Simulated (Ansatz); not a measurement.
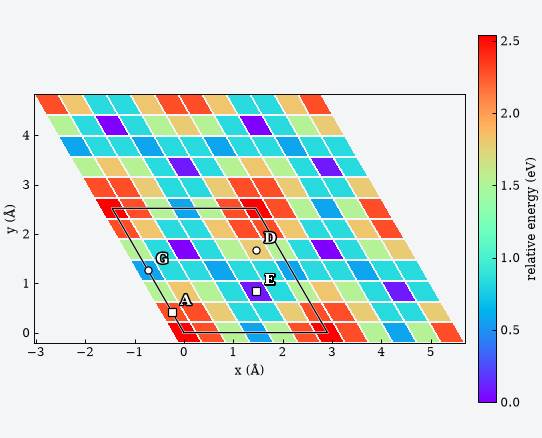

C on a Ti(111) slab cut from the Fm-3m phase, its upper half relaxed before the scan (3 atoms of substrate and one adsorbate in a 1 × 1 cell). 
- C is moved over the surface cell; relaxed at each place: the height of the adsorbate's atoms; substrate rigid; the origin of the map has the adsorbate above Ti3.
- Places are given modulo a cell vector. The map is drawn in real space over the plane of the surface.
- Grid: 6 × 6 points; 10 points were computed and 26 follow by symmetry.
- Energies are in eV, from the lowest grid point.
- With one adsorbate in each 1 × 1 cell, its nearest image is 2.9 Å away, so neighbouring adsorbates interact.
- Level of theory: Ansatz, DFT PBE, scalar-relativistic, plane waves, PAW. Settings: cutoff 420 eV, k-mesh 9×9×1, gaussian smearing 0.1 eV, no spin polarisation.

Drawn: one coloured cell a grid point, the outline of one cell of the 2 × 2 shown, lettered points.

**Is A the lowest point of the computed grid?**

No. A lies 2.28 eV above the lowest grid point, which is at a threefold hollow over a second-layer Ti atom, (2/6, 4/6) of the cell vectors.

**What kind of point is each of D, E: minimum, saddle, maximum or slope?**

D: on a slope; E: minimum. (In these two coordinates alone; a stationary point may lie a little off the grid point.)

PAW datasets: the set soft_1.
